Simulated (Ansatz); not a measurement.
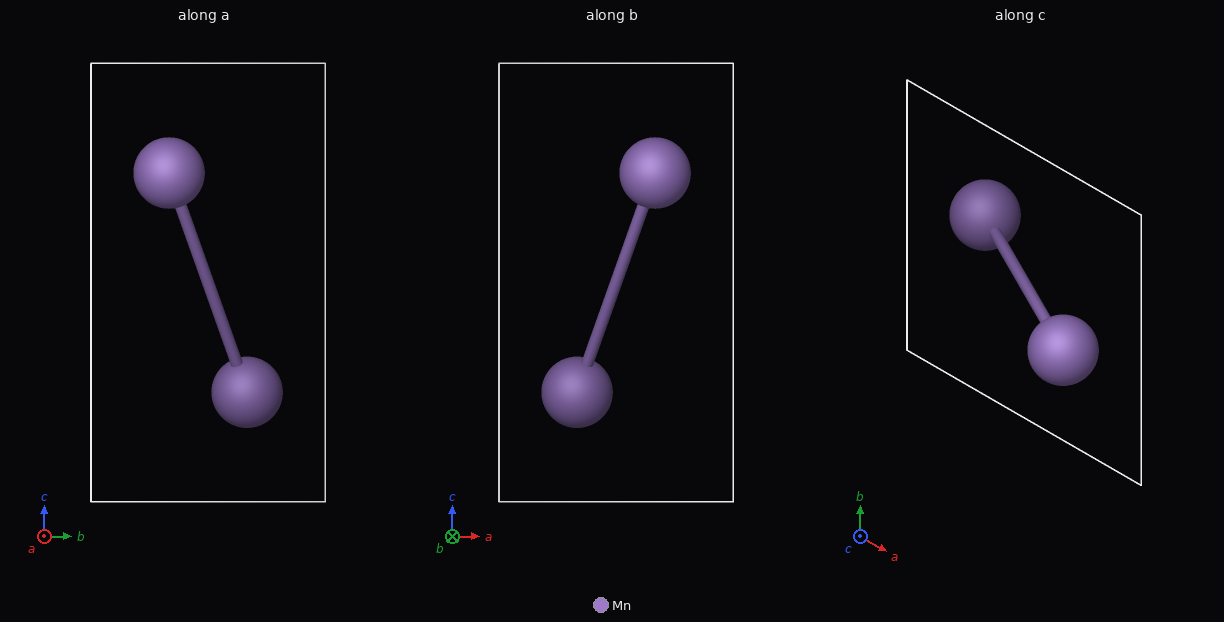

Crystal structure, ball-and-stick style, seen along the a axis, along the b axis and along the c axis. The conventional unit cell is drawn as a box.

Lattice parameters: a = 2.4570 Å, b = 2.4570 Å, c = 3.9868 Å, α = 90.000°, β = 90.000°, γ = 120.000°.

> Reconstruct the structure as a CIF with its space group and independent sites.

```cif
data_structure
_symmetry_space_group_name_H-M 'P 63/m m c'
_symmetry_Int_Tables_number 194
_cell_length_a 2.4570
_cell_length_b 2.4570
_cell_length_c 3.9868
_cell_angle_alpha 90.000
_cell_angle_beta 90.000
_cell_angle_gamma 120.000
_cell_volume 20.84
loop_
_atom_site_label
_atom_site_type_symbol
_atom_site_symmetry_multiplicity
_atom_site_Wyckoff_symbol
_atom_site_fract_x
_atom_site_fract_y
_atom_site_fract_z
_atom_site_occupancy
Mn1 Mn 2 c 0.3333 0.6667 0.2500 1
```

It derives from a structure type filled with this element by a generator (whether the element takes this form wasn't checked). Earlier steps of the study may have refined or changed the cell and positions. It went into a calculation with Ansatz.
